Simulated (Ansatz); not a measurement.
# ZrN2: geometry relaxation (part 2 of 2)

ZrN2 (3 atoms in the cell); DFT PBE+D3(BJ), scalar-relativistic, plane waves, PAW, no spin polarisation (Ansatz 0.2.0); cutoff 420 eV, 12×12×10 k-mesh, Gaussian smearing of 0.1 eV. The structure derives from a Materials Project entry. It belongs to a series of runs on one base structure; here: 2 of 2 Li taken out, relaxed.

Geometry of the input (Å; fractional positions):
```
3.3884  0.0000  0.0000
-1.6942  2.9345  0.0000
0.0000  0.0000  3.8541
Zr 0.0000  0.0000  0.0000
N  0.6667  0.3333  0.7513
N  0.3333  0.6667  0.2487
```

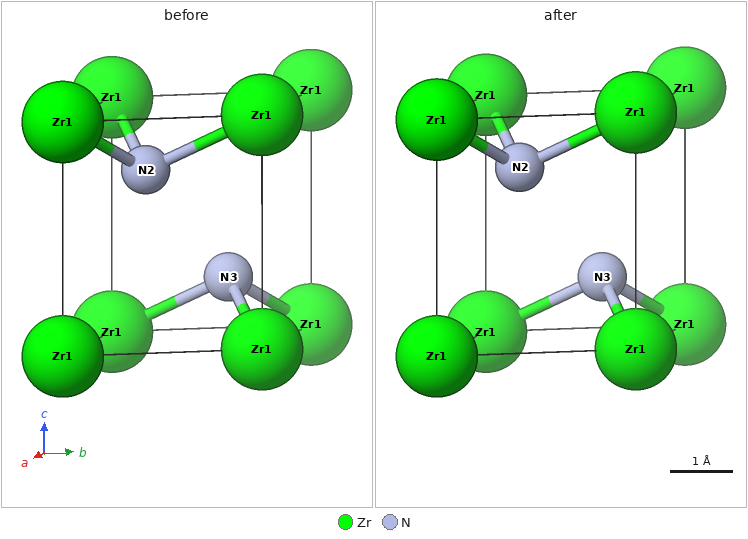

Fig. 1: Before (left) and after (right) the relaxation, at one scale (ball-and-stick view of the cell of the calculation, seen slightly off an axis). The largest moves relative to the cell, 0.009 Å, are those of N2 and N3. Zr stays in place. Cell: a = b 3.388 → 3.385 Å (−0.1 %), c 3.854 → 3.894 Å (+1.0 %). Volume +0.8 %. The space group stays P-3m1 (No. 164). Over 2 geometry steps the energy rises by next to nothing (0.0 meV per atom). Largest force component: 0.041 eV/Å at the start, 0.0035 eV/Å at the end. Pressure: −0.07 GPa at the start and 0.09 GPa at the end. A last SCF at the same geometry on a re-selected plane-wave basis shifts the energy by −0.3 meV per atom. (Atoms are counted from 1 in the order of the input.)

```
basis re-selected at this cell: Δ(F+E_penalty+E_count) = -9.539e-4 eV, ΔP = +0.039 GPa vs the last step (what re-selecting the basis moved, of the pressure what is left beyond the Pulay correction that the steps carried, after the strain that the cell walked since its last selection, with what the two solves' SCF thresholds leave and, on support functions, any second-order correction that the steps lacked; it is no measure of the basis error at this ecutwfc). This SCF's stress stands 1.13e-1 GPa from its target on what of the cell is left free (relax.cell.stress_tol is 1.20e-1 GPa) and its largest allowed force component is 3.46e-3 eV/Å (relax.f_tol is 2.50e-2 eV/Å): within both
SCF converged after 8 iterations
Free energy (F): -4952.329424 eV
Harris-Foulkes:  -4952.329424 eV  (|F-HF|=0.00e0)
Internal energy: -4952.315429 eV  (E = F + TS)
E sigma→0 (E₀):  -4952.322426 eV
Entropy (-TS):   -0.013994 eV (-4.665 meV/atom)
Fermi energy:    9.940735 eV
--- Per-component energies (eV) ---
  E_band       = -102.709603
  E_kinetic    = 588.500836
  E_local      = -1059.370576  (includes V_loc(G=0)·N_el)
  E_nonlocal   = 170.099342
  E_hartree    = 327.900129
  E_xc         = -280.853476
  E_vxc        = -342.205961  (∫ρ·V_xc dr)
  E_paw        = -3206.081850  (= ΣΔE_a)
  E_vpaw       = -115.533701  (= ΣTr[D̂ρ^β])
  E_aug_tail   = 0.000202  (compensation charges beyond the density's cutoff)
  E_ewald      = -1491.711859
  E_disp       = -0.798175  (pairwise vdW)
  E_smearing   = -0.013994  (= −TS)
  E_closure    = 0.000000  (closes the sum)
  Σ components = -4952.329424   (vs F -4952.329424, Δ=0.00e0)
--- Forces (eV/Å), atoms counted from 1 ---
  atom   1  Zr    -0.00000000    -0.00000000     0.00000000
  atom   2  N      0.00000000    -0.00000000     0.00346438
  atom   3  N      0.00000000     0.00000000    -0.00346438
  max |Σ_I F_I| component: 1.30e-18 eV/Å
--- Stress (GPa, compression-positive) ---
        0.113190      -0.000000       0.000000
       -0.000000       0.113190      -0.000000
        0.000000      -0.000000       0.053775
  P = ⅓ Tr σ = 0.0934 GPa (0.934 kbar)
--- Band table (eV; the first three rows and the last of 162) ---
  k-point 0: bands = ["-37.7796", "-15.9714", "-15.6116", "-15.6116", "-4.2506", "-0.9964", "5.7483", "6.1771", "6.1771", "10.4395", "10.4395", "11.1969", "13.7107", "13.7107", "14.9304"]
  k-point 1: bands = ["-37.7792", "-15.9805", "-15.6111", "-15.6111", "-4.1916", "-1.0870", "5.8821", "6.1988", "6.1988", "10.3808", "10.3808", "11.0168", "13.6635", "13.6635", "14.9663"]
  k-point 2: bands = ["-37.7782", "-16.0040", "-15.6097", "-15.6097", "-4.0224", "-1.3342", "6.2579", "6.2579", "6.2612", "10.2316", "10.2316", "10.5312", "13.5380", "13.5380", "15.0875"]
  k-point 161: bands = ["-37.7038", "-16.1140", "-16.1140", "-15.8844", "-2.3272", "-2.3272", "6.4108", "6.4108", "8.1651", "8.8455", "9.7590", "9.7590", "14.4958", "15.4267", "15.4267"]
--- Relaxed structure (3 steps of the walk, 3 accepted, 1 SCFs on fresh bases) ---
  F+E_penalty+E_count = -4952.32942356 eV   max|allowed force component| = 3.464e-3 eV/Å   (the final SCF, on the basis selected at the relaxed cell)
  cell:  # Å, volume = 38.6292 Å³
    - [3.384570639795252, 2.8834704578796285e-11, -5.749628786485442e-19]
    - [-1.6922853199225973, 2.9311241549512213, -5.749628786825002e-19]
    - [-6.539817114792592e-19, -1.132729551569826e-18, 3.8938424637492317]
  atoms:
    - { symbol: Zr, position: [1.0359560620816175e-34, 1.757006477338699e-34, 0.0] }
    - { symbol: N, position: [0.6666666666666665, 0.33333333333333337, 0.7536449882380909] }
    - { symbol: N, position: [0.3333333333333333, 0.6666666666666667, 0.246355011761909] }
```

### Trajectory as extended XYZ (Å, eV, eV/Å), 4 frames, from step=1 to step=4
```
3
Lattice="3.3884 0.0000 0.0000 -1.6942 2.9345 0.0000 0.0000 0.0000 3.8541" Properties=species:S:1:pos:R:3:forces:R:3 step=1 energy=-4952.32856 pressure_GPa=-0.07
Zr    0.0000    0.0000    0.0000    0.0000   0.0000   0.0000
N     1.6942    0.9782    2.8956    0.0000   0.0000   0.0407
N     0.0000    1.9563    0.9585    0.0000   0.0000  -0.0407
3
Lattice="3.3875 0.0000 0.0000 -1.6938 2.9337 0.0000 0.0000 0.0000 3.8890" Properties=species:S:1:pos:R:3:forces:R:3 step=2 energy=-4952.32836 pressure_GPa=-0.02
Zr    0.0000    0.0000    0.0000    0.0000   0.0000   0.0000
N     1.6938    0.9779    2.9329    0.0000   0.0000  -0.0186
N     0.0000    1.9558    0.9561    0.0000   0.0000   0.0186
3
Lattice="3.3846 0.0000 0.0000 -1.6923 2.9311 0.0000 0.0000 0.0000 3.8938" Properties=species:S:1:pos:R:3:forces:R:3 step=3 energy=-4952.32847 pressure_GPa=0.05
Zr    0.0000    0.0000    0.0000    0.0000   0.0000   0.0000
N     1.6923    0.9770    2.9346    0.0000   0.0000   0.0033
N     0.0000    1.9541    0.9593    0.0000   0.0000  -0.0033
3
Lattice="3.3846 0.0000 0.0000 -1.6923 2.9311 0.0000 0.0000 0.0000 3.8938" Properties=species:S:1:pos:R:3:forces:R:3 step=4 energy=-4952.32942 pressure_GPa=0.09
Zr    0.0000    0.0000    0.0000    0.0000   0.0000   0.0000
N     1.6923    0.9770    2.9346    0.0000   0.0000   0.0035
N     0.0000    1.9541    0.9593    0.0000   0.0000  -0.0035
```

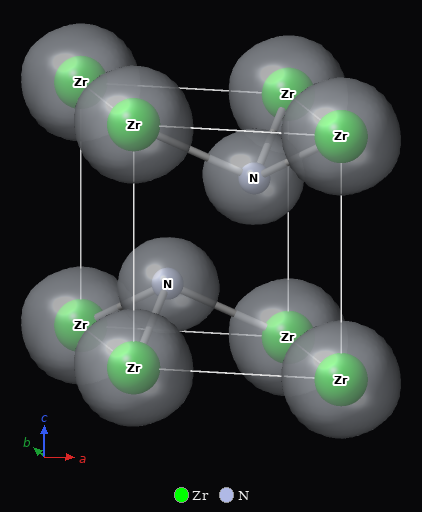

Fig. 2: Isosurface of the valence charge density (pseudo) at 0.8 e/Å³ (grey), seen slightly off an axis. Sticks mark near contacts. The outline is the cell set on symmetry axes. At this value the density breaks into separate islands; it holds about 65 % of the electrons treated as valence (semicore included). It is pinched off along the Zr–N (2.18 Å) contacts. On the grid the lowest density along these lines, outside the cores, is 0.59 e/Å³ (Zr–N, 2.18 Å). In a PAW calculation such maps are meaningful between the atoms, not at the nuclei.

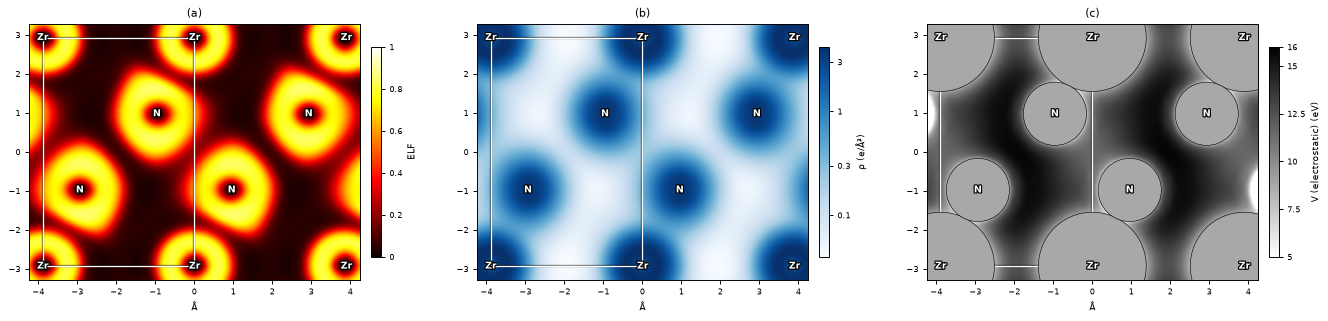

Fig. 3: (a) electron localisation function; (b) valence electron density; (c) electrostatic potential energy of an electron on the (110) plane of the conventional cell. Grey discs, where drawn, cover atomic cores. The section cuts through Zr and N sites. Zr–N (2.18 Å): the density is about 0.61 e/Å³ at the midpoint; the ELF peaks at about 0.85 in the valence shell of N, 0.6 Å from its nucleus, and drops to about 0.25 between the two atoms (no shared pair; the contact is polar). Away from the nuclei the density in this plane falls to 0.04 e/Å³ at its lowest. The strong features right at Zr lie inside the PAW spheres (semicore, d or f shells) and say nothing about bonding. Outside the cores the potential energy rises away from the atoms and is highest about 1.4 Å from the nearest atoms; outside the discs it spans about 11 eV, and its zero is arbitrary.
